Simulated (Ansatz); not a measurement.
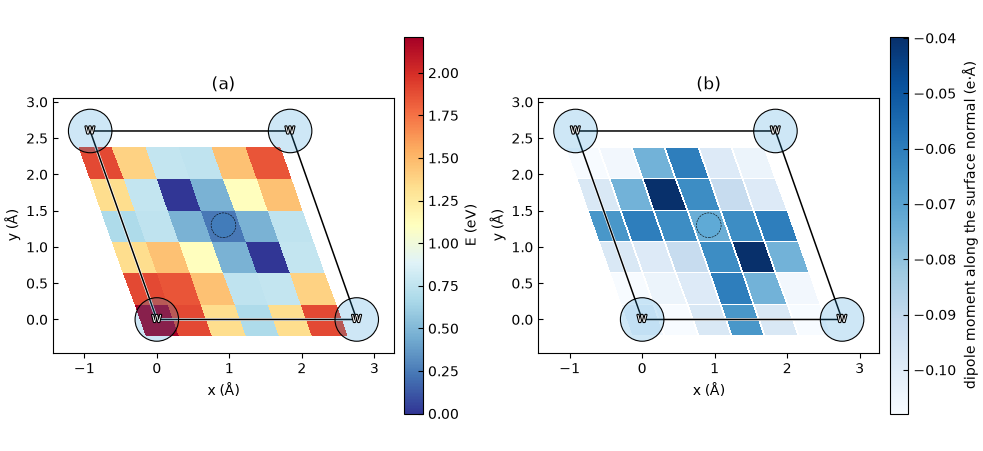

C on a W(110) slab cut from the Im-3m phase, its upper half relaxed before the scan (3 atoms of substrate and one adsorbate in a 1 × 1 cell). C is moved over the surface cell; relaxed at each place: the height of the adsorbate's atoms; substrate rigid; the origin of the map has the adsorbate above W3. Places are given modulo a cell vector. The map is drawn in real space over the plane of the surface. The scan uses a 6 × 6 grid; 13 points were computed and 23 follow by symmetry. Energies: eV, counted from the lowest grid point. With one adsorbate in each 1 × 1 cell, its nearest image is 2.8 Å away, so neighbouring adsorbates interact. Method: DFT PBE, scalar-relativistic, plane waves, PAW in Ansatz. Settings: cutoff 420 eV, k-mesh 10×10×1, gaussian smearing 0.1 eV, no spin polarisation.

Panel (a) is the energy and panel (b) the computed dipole moment along the surface normal on the same grid.

In the figure: one coloured cell a grid point, labelled circles for the atoms of the top layer and small ones for the second layer, the outline of one cell of the plane.

> How does the dipole moment along the surface normal vary over the map, and what is it at the lowest grid point?

It runs from −0.11 e·Å at (0/6, 1/6) of the cell vectors [nearest 1 W at 1.92 Å] to −0.04 e·Å at (2/6, 4/6) of the cell vectors [nearest 1 W at 1.87 Å]. At the lowest grid point, (2/6, 4/6) of the cell vectors [nearest 1 W at 1.87 Å], it is −0.04 e·Å.

```
second ↓, first →    0/6    1/6    2/6    3/6    4/6    5/6
              5/6  −0.11  −0.11  −0.07  −0.06  −0.10  −0.10
              4/6  −0.10  −0.07  −0.04  −0.06  −0.09  −0.10
              3/6  −0.07  −0.06  −0.06  −0.07  −0.06  −0.06
              2/6  −0.10  −0.10  −0.09  −0.06  −0.04  −0.07
              1/6  −0.11  −0.10  −0.10  −0.06  −0.07  −0.11
              0/6  −0.11  −0.11  −0.10  −0.07  −0.10  −0.11
```

PAW datasets: the set soft_1.
